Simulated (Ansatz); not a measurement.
```
Cu
1.0
     2.36909    0.00000    0.00000
     0.00000    2.36909    0.00000
     0.00000    0.00000    2.36909
Cu
1
Direct
  0.00000 0.00000 0.00000
```

Space group Pm-3m; set up as Cu, simple cubic; a generated structure, not necessarily the stable one; computed without spin polarisation.

Method: Ansatz, DFT, r2SCAN, plane waves (500 eV) with PAW, scalar-relativistic.

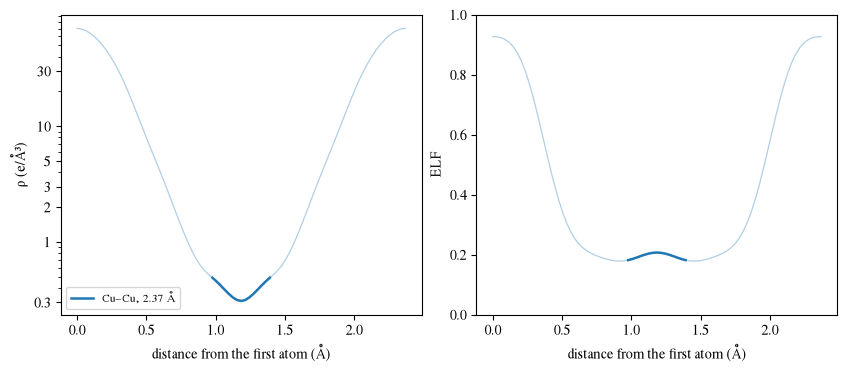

Cu. Valence pseudo-density and electron localisation function along straight lines between neighbouring atoms. Thin, pale parts lie inside the atomic spheres.

The density is the valence pseudo-density of a PAW calculation; it isn't the true density close to the nuclei.

Question: What can be read from the curves?

Answer: Cu–Cu (2.37 Å): the density is about 0.31 e/Å³ at the midpoint; the ELF is about 0.20 at the midpoint (no localised pair shows between them).
